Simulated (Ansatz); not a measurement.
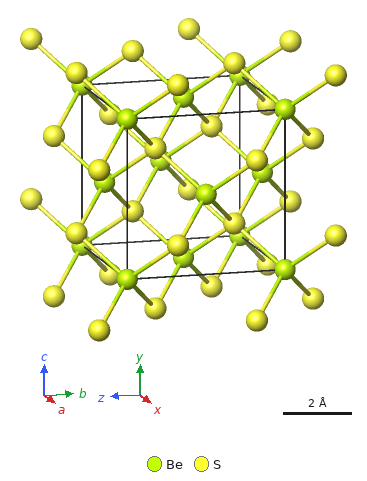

A scan of a crystal of BeS (F-43m): the cell is strained equally along x and y and separately along z, with the atoms kept at their fractional coordinates. x, y and z are the Cartesian axes of the input. The picture shows the reference cell. Style: ball-and-stick. Shown: the conventional cell (4 times the calculation's cell), slightly off an axis. Lengths and directions refer to the drawn axes.

Theory: DFT PBE, scalar-relativistic, plane waves, PAW (Ansatz). Settings: plane-wave cutoff 420 eV; k-point mesh 8 × 8 × 8; occupations gaussian; smearing width 0.05 eV; no spin polarisation. Energies (free energies at the smearing named) are counted from the cell as listed in its source, which wasn't relaxed.

```xyz
2
Lattice="0.0000 2.4250 2.4250 2.4250 0.0000 2.4250 2.4250 2.4250 0.0000" Properties=species:S:1:pos:R:3 pbc="T T T"
Be    0.0000    0.0000    0.0000
S     3.6375    3.6375    3.6375
```

> Predict the energy profile on a grid with rows −0.030, −0.015, 0.000, 0.015, 0.030 and columns −0.030, −0.015, 0.000, 0.015, 0.030 (strain along x and y; strain along z).

Rows: strain along x and y; columns: strain along z; values in meV/atom.

```csv
,−0.030,−0.015,0.000,0.015,0.030
−0.030,50.7,37.3,27.7,21.9,19.7
−0.015,25.5,15.4,8.8,5.8,6.2
0.000,10.8,3.7,0.0,−0.4,2.3
0.015,5.7,1.4,0.3,2.3,7.2
0.030,9.4,7.7,9.0,13.1,20.1
```

In pairs of (strain along x and y; strain along z): the lowest computed point lies at (0.000, 0.015) (−0.4 meV/atom), the highest at (−0.030, −0.030) (50.7 meV/atom). The valley is tilted: raising the in-plane strain is made harder by raising the strain along z (cross term 0.44 of the geometric mean of the two curvatures). Over the ranges scanned the energy rises more along the first axis, the in-plane strain. The pressure runs from −5.9 GPa at (0.030, 0.030) to 12.2 GPa at (−0.030, −0.030).
